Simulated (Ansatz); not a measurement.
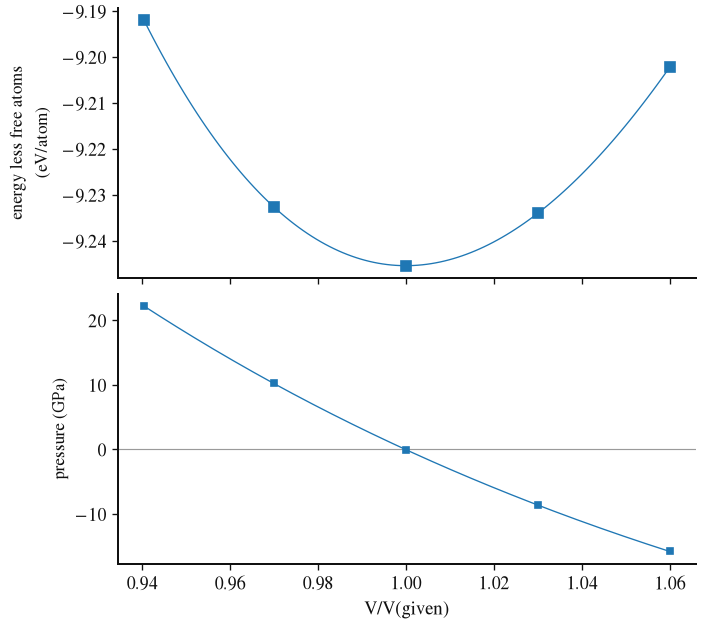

The picture above shows the energy less free atoms and pressure against V/V(given) for Ru, space group P6_3/mmc (No. 194).

Structure:
```yaml
crystal:
  lattice:
    - [2.72245, 0.00000, 0.00000]
    - [-1.36123, 2.35771, 0.00000]
    - [0.00000, 0.00000, 4.28845]
  atoms:
    - { symbol: Ru, position: [0.33333, 0.66667, 0.25000] }
    - { symbol: Ru, position: [0.66667, 0.33333, 0.75000] }
```

Computed with Ansatz 0.2.0: periodic Kohn-Sham DFT of a crystal at fixed atoms, scaled to the stated factor times the given cell; pressure positive in compression, energy less spherical unpolarised free atoms. Level: PBE.

```
           setting              value
            method  all-electron LAPW
        relativity             scalar
            k mesh            16×16×9
       occupations        Fermi–Dirac
    smearing width            0.05 eV
basis error target     0.5 (meV/atom)
           nucleus           Gaussian
```

V(given) is 13.76 Å³/atom.

Question: Give the fitted equation-of-state parameters.

Answer: A third-order Birch–Murnaghan fit gives V0 = 13.76 Å³/atom, B0 = 312 GPa and B′ = 4.7.

Question: How does the pressure vary with V/V(given)?

Answer: It falls from 22.2 GPa at V/V(given) 0.941 to −15.8 GPa at 1.060, and changes sign near 1.000.

Note: shape and atomic fractions are frozen while scaling, which makes layered, chain and framework solids too stiff.
